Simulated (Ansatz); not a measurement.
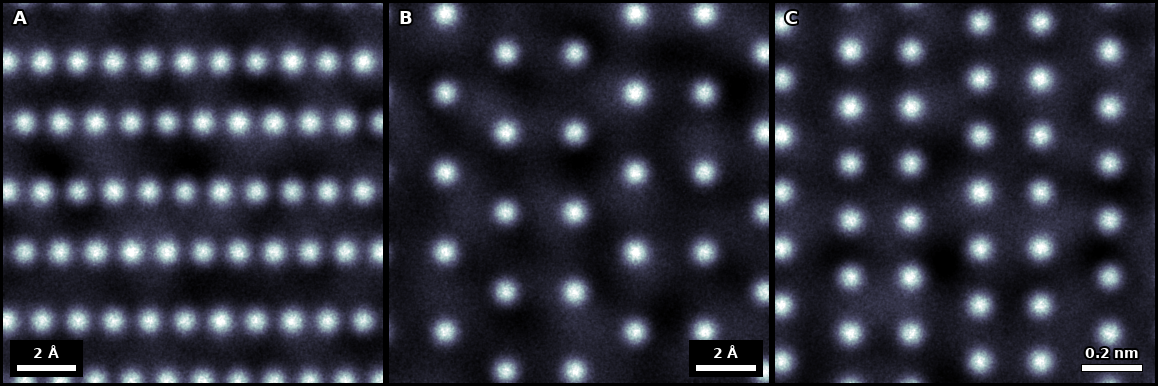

Three views of Pd (Cmcm, No. 63) along different zone axes. Simulated incoherent Z contrast: every atom adds Z^1.7 spread by a probe of 0.67 Å full width; channelling and multiple scattering are left out. The probe carries 15 % of its weight in a tail 2.5 times as wide. Shot noise and the speckle of an amorphous layer were added. Model: a calculation's starting geometry; the starting structure was generated, so it need not be a known form of this composition.

```
Pd
1.0
     2.72195    0.00000    0.00000
     0.00000    8.86545    0.00000
     0.00000    0.00000    2.74996
Pd
4
Cartesian
  0.0000 5.6133 0.6875
  1.3610 7.6849 2.0625
  1.3610 1.1806 0.6875
  0.0000 3.2521 2.0625
```

Q: Match the panels to the zone axes [001], [101] and [102].

A is [102]: projected cell 1.22 × 4.43 Å, 90°. B is [001]: projected cell 2.72 × 4.64 Å, 107°, plane group c2mm. C is [101]: projected cell 1.93 × 4.54 Å, 102°, plane group c2mm.
